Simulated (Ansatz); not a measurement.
Geometry relaxation, with input and output: Si (part 2 of 2)

Continued. System: Si (slab, 16 atoms in the cell). Method: DFT PBE+D3(BJ), scalar-relativistic, plane waves, PAW, no spin polarisation (Ansatz 0.2.0); cutoff 420 eV, 4×6×1 k-mesh, Gaussian smearing of 0.05 eV. The structure derives from an entry of the Crystallography Open Database. The input holds or restrains some coordinates. It belongs to a series of runs on one base structure; here: clean slab, lower half held.

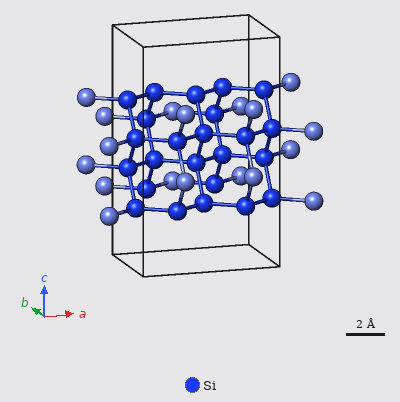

*The geometry at step 3 of the log (ball-and-stick view of the cell of the calculation, with the vacuum cut short, seen slightly off an axis; neighbours outside the cell are drawn fainter).*

## Output, continued
```
--- Forces (eV/Å), atoms counted from 1 ---
  atom   1  Si    -0.00000000     0.34579511     0.16560975
  atom   2  Si    -0.00000000     0.34579511     0.16560975
  atom   3  Si     0.00000000    -0.34579511     0.16560975
  atom   4  Si     0.00000000    -0.34579511     0.16560975
  atom   5  Si     0.00000000     0.06450367    -0.15968753
  atom   6  Si     0.00000000     0.06450367    -0.15968753
  atom   7  Si     0.00000000    -0.06450367    -0.15968753
  atom   8  Si     0.00000000    -0.06450367    -0.15968753
  atom   9  Si     0.00000000     0.00445572    -0.00590071
  atom  10  Si     0.00000000     0.00445572    -0.00590071
  atom  11  Si    -0.00000000    -0.00445572    -0.00590071
  atom  12  Si    -0.00000000    -0.00445572    -0.00590071
  atom  13  Si     0.00000000    -0.01185749    -0.00002761
  atom  14  Si     0.00000000    -0.01185749    -0.00002761
  atom  15  Si    -0.00000000     0.01185749    -0.00002761
  atom  16  Si    -0.00000000     0.01185749    -0.00002761
  max |Σ_I F_I| component: 2.44e-5 eV/Å
--- Band table (eV; the first three rows and the last of 12) ---
  k-point 0: bands = ["-12.7442", "-11.5252", "-10.6724", "-10.6724", "-9.9910", "-9.3985", "-9.3985", "-9.1314", "-8.4740", "-7.7427", "-7.7427", "-6.9634", "-6.7986", "-6.7986", "-4.7723", "-4.6809", "-4.6106", "-4.6106", "-4.5086", "-3.9631", "-3.9631", "-3.7470", "-3.4088", "-3.4088", "-3.2282", "-2.8537", "-1.9764", "-1.8803", "-1.7212", "-1.7212", "-1.3182", "-1.1175", "-0.8626", "-0.8626", "-0.6085", "-0.1121", "0.6724", "0.6724", "0.6888", "0.9054", "0.9525", "0.9525", "1.5092", "1.8413", "1.9283", "1.9611", "2.8004", "2.8643"]
  k-point 1: bands = ["-12.6262", "-11.4328", "-10.6103", "-10.6103", "-10.1121", "-9.9181", "-9.3459", "-9.3459", "-7.7792", "-7.7792", "-7.6187", "-7.1485", "-7.1485", "-7.1400", "-5.3526", "-4.3111", "-4.3075", "-4.3075", "-4.1563", "-4.1563", "-3.9421", "-3.6457", "-3.4129", "-3.4126", "-3.4126", "-2.7884", "-1.9580", "-1.5909", "-1.5871", "-1.5159", "-1.5159", "-1.4713", "-0.9193", "-0.9193", "-0.4400", "-0.0514", "0.2446", "0.6849", "0.6849", "1.0077", "1.5394", "1.5394", "1.6281", "1.8500", "1.8859", "2.2691", "2.5931", "2.5931"]
  k-point 2: bands = ["-12.2751", "-11.1770", "-10.9104", "-10.4675", "-10.4675", "-10.3406", "-9.2256", "-9.2256", "-7.9017", "-7.9017", "-7.6686", "-7.6686", "-7.2497", "-6.8125", "-5.7787", "-4.4331", "-4.4331", "-4.1741", "-4.0963", "-4.0963", "-3.3793", "-3.3484", "-3.2606", "-3.1672", "-3.1672", "-2.6125", "-2.3127", "-1.9938", "-1.5509", "-1.5509", "-1.4788", "-1.0697", "-0.8511", "-0.7308", "-0.7308", "-0.5538", "0.5243", "1.1510", "1.2669", "1.4081", "1.4081", "1.7564", "1.9358", "1.9358", "2.3396", "2.9055", "2.9164", "2.9164"]
  k-point 11: bands = ["-11.2180", "-11.2180", "-11.2054", "-11.2054", "-10.3048", "-10.3048", "-10.1520", "-10.1520", "-6.9875", "-6.9875", "-6.9554", "-6.9554", "-6.2615", "-6.2615", "-6.1740", "-6.1740", "-4.5935", "-4.5935", "-4.5433", "-4.5433", "-3.7721", "-3.7721", "-3.7567", "-3.7567", "-2.7599", "-2.7599", "-2.6674", "-2.6674", "-1.0479", "-1.0479", "-0.9699", "-0.9699", "-0.9177", "-0.9177", "-0.8637", "-0.8637", "1.9414", "1.9414", "1.9888", "1.9888", "2.2869", "2.2869", "2.3149", "2.3149", "3.1877", "3.1877", "3.1887", "3.1887"]
--- Relaxed structure (4 steps of the walk, 4 accepted, 0 SCFs on fresh bases) ---
  F+E_penalty+E_count = -10168.15798362 eV   max|allowed force component| = 1.186e-2 eV/Å
  atoms:
    - { symbol: Si, position: [0.24999999999999997, 0.0, 0.3736199557] }
    - { symbol: Si, position: [0.7499999999999999, 0.0, 0.3736199557] }
    - { symbol: Si, position: [0.49999999999999994, 0.25, 0.3736199557] }
    - { symbol: Si, position: [0.0, 0.25, 0.3736199557] }
    - { symbol: Si, position: [0.49999999999999994, 0.5, 0.45787331859999997] }
    - { symbol: Si, position: [0.0, 0.5, 0.45787331859999997] }
    - { symbol: Si, position: [0.7499999999999999, 0.75, 0.45787331859999997] }
    - { symbol: Si, position: [0.24999999999999997, 0.75, 0.45787331859999997] }
    - { symbol: Si, position: [0.7499999999999999, 0.003955657186642022, 0.5425036566820207] }
    - { symbol: Si, position: [0.24999999999999997, 0.003955657186642022, 0.5425036566820207] }
    - { symbol: Si, position: [1.5526868794620157e-19, 0.24604434281335796, 0.5425036566820207] }
    - { symbol: Si, position: [0.49999999999999994, 0.24604434281335796, 0.5425036566820207] }
    - { symbol: Si, position: [-3.4916424330915453e-19, 0.5088953804313904, 0.6220317621573057] }
    - { symbol: Si, position: [0.49999999999999994, 0.5088953804313904, 0.6220317621573057] }
    - { symbol: Si, position: [0.24999999999999997, 0.7411046195686098, 0.6220317621573057] }
    - { symbol: Si, position: [0.7499999999999999, 0.7411046195686098, 0.6220317621573057] }
```

## Trajectory as extended XYZ (Å, eV, eV/Å), 4 frames, from step=1 to step=4
```
16
Lattice="7.6672 0.0000 0.0000 0.0000 5.4215 0.0000 0.0000 0.0000 22.7504" Properties=species:S:1:pos:R:3:forces:R:3 step=1 energy=-10168.07729
Si    1.9168    0.0000    8.5000    0.0000   0.3605   0.1747
Si    5.7504    0.0000    8.5000    0.0000   0.3605   0.1747
Si    3.8336    1.3554    8.5000    0.0000  -0.3605   0.1747
Si    0.0000    1.3554    8.5000    0.0000  -0.3605   0.1747
Si    3.8336    2.7108   10.4168    0.0000   0.1316  -0.2602
Si    0.0000    2.7108   10.4168    0.0000   0.1316  -0.2602
Si    5.7504    4.0661   10.4168    0.0000  -0.1316  -0.2602
Si    1.9168    4.0661   10.4168    0.0000  -0.1316  -0.2602
Si    5.7504    0.0000   12.3336    0.0000   0.1316   0.2602
Si    1.9168    0.0000   12.3336    0.0000   0.1316   0.2602
Si    0.0000    1.3554   12.3336    0.0000  -0.1316   0.2602
Si    3.8336    1.3554   12.3336    0.0000  -0.1316   0.2602
Si    0.0000    2.7108   14.2504    0.0000   0.3605  -0.1747
Si    3.8336    2.7108   14.2504    0.0000   0.3605  -0.1747
Si    1.9168    4.0661   14.2504    0.0000  -0.3605  -0.1747
Si    5.7504    4.0661   14.2504    0.0000  -0.3605  -0.1747
16
Lattice="7.6672 0.0000 0.0000 0.0000 5.4215 0.0000 0.0000 0.0000 22.7504" Properties=species:S:1:pos:R:3:forces:R:3 step=2 energy=-10168.13131
Si    1.9168    0.0000    8.5000    0.0000   0.3496   0.1641
Si    5.7504    0.0000    8.5000    0.0000   0.3496   0.1641
Si    3.8336    1.3554    8.5000    0.0000  -0.3496   0.1641
Si    0.0000    1.3554    8.5000    0.0000  -0.3496   0.1641
Si    3.8336    2.7108   10.4168    0.0000   0.0931  -0.1985
Si    0.0000    2.7108   10.4168    0.0000   0.0931  -0.1985
Si    5.7504    4.0661   10.4168    0.0000  -0.0931  -0.1985
Si    1.9168    4.0661   10.4168    0.0000  -0.0931  -0.1985
Si    5.7504    0.0072   12.3405    0.0000   0.0751   0.1658
Si    1.9168    0.0072   12.3405    0.0000   0.0751   0.1658
Si    0.0000    1.3482   12.3405    0.0000  -0.0751   0.1658
Si    3.8336    1.3482   12.3405    0.0000  -0.0751   0.1658
Si    0.0000    2.7345   14.2163    0.0000   0.1474  -0.1313
Si    3.8336    2.7345   14.2163    0.0000   0.1474  -0.1313
Si    1.9168    4.0424   14.2163    0.0000  -0.1474  -0.1313
Si    5.7504    4.0424   14.2163    0.0000  -0.1474  -0.1313
16
Lattice="7.6672 0.0000 0.0000 0.0000 5.4215 0.0000 0.0000 0.0000 22.7504" Properties=species:S:1:pos:R:3:forces:R:3 step=3 energy=-10168.15685
Si    1.9168    0.0000    8.5000    0.0000   0.3435   0.1680
Si    5.7504    0.0000    8.5000    0.0000   0.3435   0.1680
Si    3.8336    1.3554    8.5000    0.0000  -0.3435   0.1680
Si    0.0000    1.3554    8.5000    0.0000  -0.3435   0.1680
Si    3.8336    2.7108   10.4168    0.0000   0.0701  -0.1717
Si    0.0000    2.7108   10.4168    0.0000   0.0701  -0.1717
Si    5.7504    4.0661   10.4168    0.0000  -0.0701  -0.1717
Si    1.9168    4.0661   10.4168    0.0000  -0.0701  -0.1717
Si    5.7504    0.0243   12.3389    0.0000   0.0164  -0.0452
Si    1.9168    0.0243   12.3389    0.0000   0.0164  -0.0452
Si    0.0000    1.3311   12.3389    0.0000  -0.0164  -0.0452
Si    3.8336    1.3311   12.3389    0.0000  -0.0164  -0.0452
Si    0.0000    2.7587   14.1354    0.0000   0.0458   0.0488
Si    3.8336    2.7587   14.1354    0.0000   0.0458   0.0488
Si    1.9168    4.0182   14.1354    0.0000  -0.0458   0.0488
Si    5.7504    4.0182   14.1354    0.0000  -0.0458   0.0488
16
Lattice="7.6672 0.0000 0.0000 0.0000 5.4215 0.0000 0.0000 0.0000 22.7504" Properties=species:S:1:pos:R:3:forces:R:3 step=4 energy=-10168.15798
Si    1.9168    0.0000    8.5000    0.0000   0.3458   0.1656
Si    5.7504    0.0000    8.5000    0.0000   0.3458   0.1656
Si    3.8336    1.3554    8.5000    0.0000  -0.3458   0.1656
Si    0.0000    1.3554    8.5000    0.0000  -0.3458   0.1656
Si    3.8336    2.7108   10.4168    0.0000   0.0645  -0.1597
Si    0.0000    2.7108   10.4168    0.0000   0.0645  -0.1597
Si    5.7504    4.0661   10.4168    0.0000  -0.0645  -0.1597
Si    1.9168    4.0661   10.4168    0.0000  -0.0645  -0.1597
Si    5.7504    0.0214   12.3422    0.0000   0.0045  -0.0059
Si    1.9168    0.0214   12.3422    0.0000   0.0045  -0.0059
Si    0.0000    1.3339   12.3422    0.0000  -0.0045  -0.0059
Si    3.8336    1.3339   12.3422    0.0000  -0.0045  -0.0059
Si    0.0000    2.7590   14.1515    0.0000  -0.0119   0.0000
Si    3.8336    2.7590   14.1515    0.0000  -0.0119   0.0000
Si    1.9168    4.0179   14.1515    0.0000   0.0119   0.0000
Si    5.7504    4.0179   14.1515    0.0000   0.0119   0.0000
```

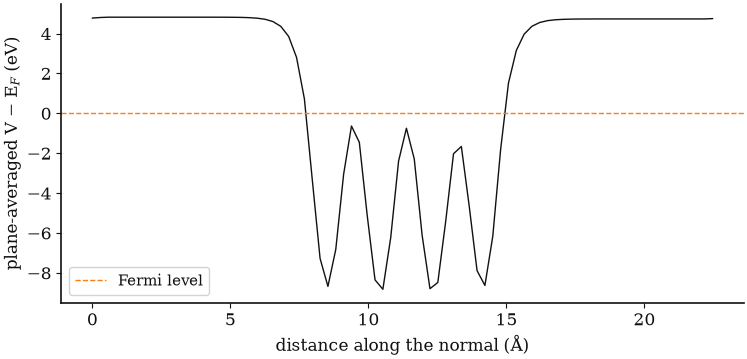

*Plane average of the electrostatic potential energy of an electron across the cell, from the Fermi level.*

The vacuum level lies 4.73 eV above the Fermi level on the upper side and 4.82 eV on the lower.

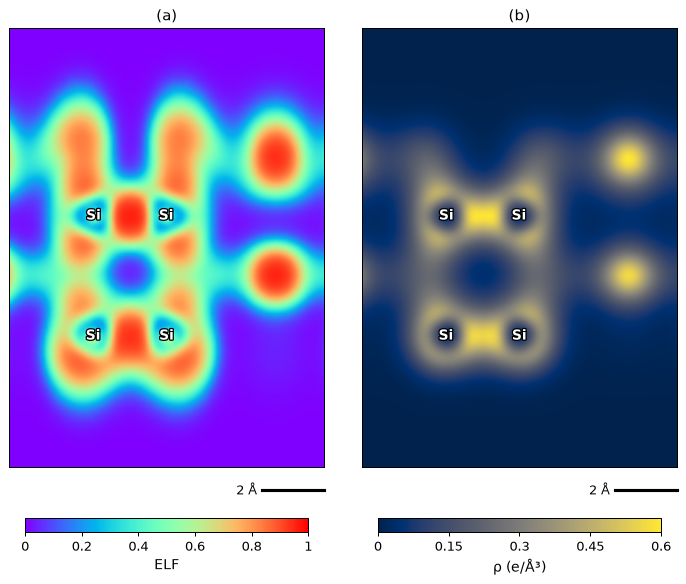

*(a) ELF; (b) valence electron density on the (110) plane of the calculation cell, a cut from vacuum to vacuum.*

The section cuts through Si sites. Si–Si (2.32 Å): the density is about 0.59 e/Å³ at the midpoint, a local maximum along the line; the ELF peaks at about 0.95 between the atoms, as expected for localised, shared-pair bonding. The density dies away to nearly zero in the vacuum. Core electrons are frozen (PAW), so the fields are smoothed inside the atomic spheres.

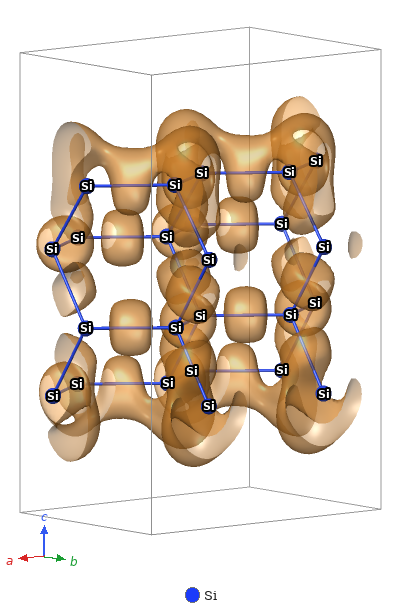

*Isosurface of the electron localisation function at 0.75 (orange), seen at an oblique angle. Core shells and regions of very low density are left out. Sticks mark near contacts.*

Counts are for one cell; the picture repeats the cell along the surface.  Values along the shortest contacts: Si–Si (2.29 Å): the ELF peaks at about 0.95 between the atoms (a covalent bond).

This output came from the following input.

## The input
```yaml
crystal:
  lattice:
    - [7.6671877214, 0.0, 0.0]
    - [0.0, 5.4215204304, 0.0]
    - [0.0, 0.0, 22.750390791]
  atoms:
    - { symbol: Si, position: [0.25, 0.0, 0.3736199557] }
    - { symbol: Si, position: [0.75, 0.0, 0.3736199557] }
    - { symbol: Si, position: [0.5, 0.25, 0.3736199557] }
    - { symbol: Si, position: [0.0, 0.25, 0.3736199557] }
    - { symbol: Si, position: [0.5, 0.5, 0.4578733186] }
    - { symbol: Si, position: [0.0, 0.5, 0.4578733186] }
    - { symbol: Si, position: [0.75, 0.75, 0.4578733186] }
    - { symbol: Si, position: [0.25, 0.75, 0.4578733186] }
    - { symbol: Si, position: [0.75, 0.0, 0.5421266814] }
    - { symbol: Si, position: [0.25, 0.0, 0.5421266814] }
    - { symbol: Si, position: [0.0, 0.25, 0.5421266814] }
    - { symbol: Si, position: [0.5, 0.25, 0.5421266814] }
    - { symbol: Si, position: [0.0, 0.5, 0.6263800443] }
    - { symbol: Si, position: [0.5, 0.5, 0.6263800443] }
    - { symbol: Si, position: [0.25, 0.75, 0.6263800443] }
    - { symbol: Si, position: [0.75, 0.75, 0.6263800443] }
basis:
  ecutwfc: 420
kpoints:
  mp_grid: { grid: [4, 6, 1] }
hamiltonian:
  xc: pbe
  dispersion: d3bj
scf:
  occupations: { method: gaussian, width: 0.05 }
output:
  forces: true
  eigenvalues: true
  write_density: true
  write_potential: true
  elf: true
  volumetric_format: npy
relax:
  adjacent_minimum: "off"
  f_tol: 0.03
  max_steps: 70
  constraints: [{ sites: [0, 1, 2, 3, 4, 5, 6, 7] }]
efield:
  axis: 3
  dipole_correction: true
  ramp_width: 0.04
```

Run as:
```bash
ansatz run input.yaml --threads 4 --pin off --max-ram 12288MiB --backend cpu --events-out ev --progress --plain --runs-dir out
```

## Summary

```csv
quantity,value
outcome,converged under the restraints of the input
electrons treated,64
free energy,−10168.1580 eV
"work function, top face",4.73 eV
"work function, bottom face",4.82 eV
Fermi energy,−1.061 eV
gap on the k-point mesh,none (metallic)
final volume,945.68 Å³
work function (upper face),4.73 eV
"largest force (length of the vector) at the end, held atoms and coordinates included",0.383 eV/Å
hardware,"4 threads of Arm Neoverse N1, 54 GiB of memory available, shared host"
wall time,1.9 min (CPU time 7.4 min)
peak memory,1.5 GiB
```
